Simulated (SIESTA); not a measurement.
# Energy of W2C along an even scaling of the cell

System: W2C (P-3m1, 3 atoms in the cell).
Method: Kohn-Sham DFT of a periodic cell, LDA, PseudoDojo 0.4 standard, converted to PSML, no spin polarisation (SIESTA 5.4.2).

The 7 runs differ only in the geometry, by an even scaling of the cell at fixed fractional positions. The structure derives from a Materials Project entry.

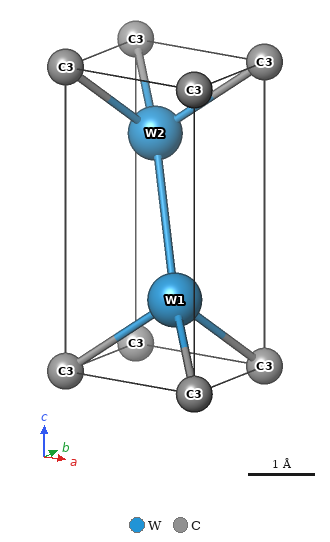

Figure 1. The structure of run 4 (ball-and-stick view of the cell of the calculation, seen slightly off an axis; atoms are numbered from 1 in the order of the input). An atom can appear more than once, as a periodic image.

**Input of run 4**
```
SystemName                      W2C
SystemLabel                     W2C
NumberOfSpecies                 2
NumberOfAtoms                   3
%block ChemicalSpeciesLabel
  1  74 W
  2   6 C
%endblock ChemicalSpeciesLabel

LatticeConstant                 1.0 Ang
%block LatticeVectors
     3.0700456420     0.0000000000     0.0000000000
    -1.5350228210     2.6587375167     0.0000000000
     0.0000000000     0.0000000000     4.6784280000
%endblock LatticeVectors
AtomicCoordinatesFormat         Fractional
%block AtomicCoordinatesAndAtomicSpecies
     0.6666666667     0.3333333333     0.2536690000  1  W
     0.3333333333     0.6666666667     0.7463310000  1  W
     0.0000000000     0.0000000000     0.0000000000  2  C
%endblock AtomicCoordinatesAndAtomicSpecies

%block kgrid.MonkhorstPack
   10   0   0  0.0
    0  10   0  0.0
    0   0   6  0.0
%endblock kgrid.MonkhorstPack
XC.Functional                   LDA
XC.Authors                      PW92
PAO.BasisSize                   DZP
PAO.EnergyShift                 0.003 Ry
Mesh.Cutoff                     800 Ry
OccupationFunction              FD
ElectronicTemperature           0.05 eV
MaxSCFIterations                120
SCF.MustConverge                false
SCF.Mixer.Method                Pulay
SCF.Mixer.Weight                0.25
SCF.Mixer.History               8
SCF.DM.Tolerance                5.0e-05
SCF.H.Tolerance                 1.0e-03 eV
WriteForces                     true
Charge.Mulliken                 end
%block PAO.Basis
  W 5
  n=5 0 2
    3.045 0.000
  n=6 0 2
    7.565 0.000
  n=5 1 2
    3.655 0.000
  n=6 1 1
    7.565
  n=5 2 2
    6.615 0.000
%endblock PAO.Basis
```

Command:
```bash
siesta < W2C.fdf > W2C.out 2>&1
```

Run 6 differs from it as follows:
```diff
-     3.0700456420     0.0000000000     0.0000000000
-    -1.5350228210     2.6587375167     0.0000000000
-     0.0000000000     0.0000000000     4.6784280000
+     3.1104456123     0.0000000000     0.0000000000
+    -1.5552228062     2.6937249173     0.0000000000
+     0.0000000000     0.0000000000     4.7399933233
```

**Results, with one run withheld**

```csv
run,volume per atom (Å³),"free energy per atom, from the lowest run given (meV)",pressure (GPa)
1,11.965,10.23,10.66
2,12.220,0.00,2.41
3,12.475,2.25,−5.03
4,12.729,15.62,−11.67
5,12.984,38.93,−17.57
6,13.238,?,?
7,13.493,111.38,−27.64
```

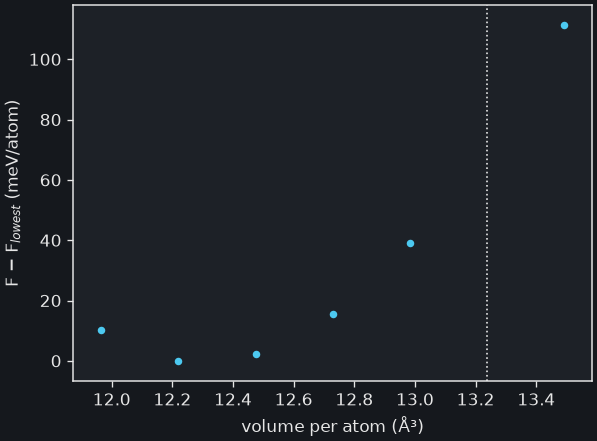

Figure 2. Free energy per atom of the runs given; the dotted line marks run 6.

Estimate the energy of run 6 from the others.

A cubic polynomial in V^(−2/3) (the Birch–Murnaghan form), fitted to the 6 runs given, misses them by at most 0.03 meV per atom. With x = V^(−2/3) − 0.18441 Å⁻², it reads F = 9.0228 − 5837.2 x + 8.856e+05 x² + 8.7704e+05 x³ (meV per atom). At run 6 it gives 71.10 meV per atom, and the run itself gives 71.17. The slope of the fit gives a pressure −dF/dV of −22.88 GPa there, and the run prints −22.84 GPa. The fit has its minimum at 12.298 Å³ per atom, where V d²F/dV² gives 365 GPa. Cell shape and fractional positions are held, so this is the stiffness under even scaling; the relaxed bulk modulus wasn't computed.

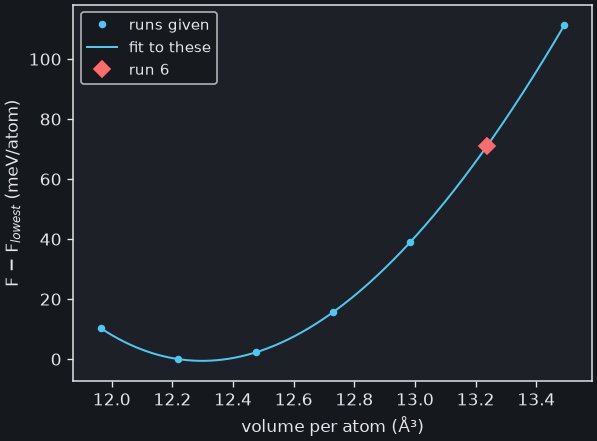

Figure 3. The fit and the withheld run.

**Some lines of the output (run 6)**
```
[...]
outcell: Cell volume (Ang**3)        :     39.7149
stepf: Fermi-Dirac step function
siesta: Etot    =     -4288.189548
siesta: FreeEng =     -4288.207455
        iscf     Eharris(eV)        E_KS(eV)     FreeEng(eV)     dDmax    Ef(eV) dHmax(eV)
siesta: E_KS(eV) =            -4294.9427
siesta: E_KS - E_eggbox =     -4294.9427
siesta: Etot    =     -4294.942656
siesta: FreeEng =     -4294.959700
siesta:         Fermi =      -4.330682
siesta: Cell volume =         39.714910 Ang**3
    Orbital volume contribution        =           2.862479 eV
```

Notes: Points of doubt noted for this run: mulliken charges of long orbitals. Spin–orbit coupling is left out, which matters for W. With a small basis of atomic orbitals these values can differ much from converged plane-wave results.
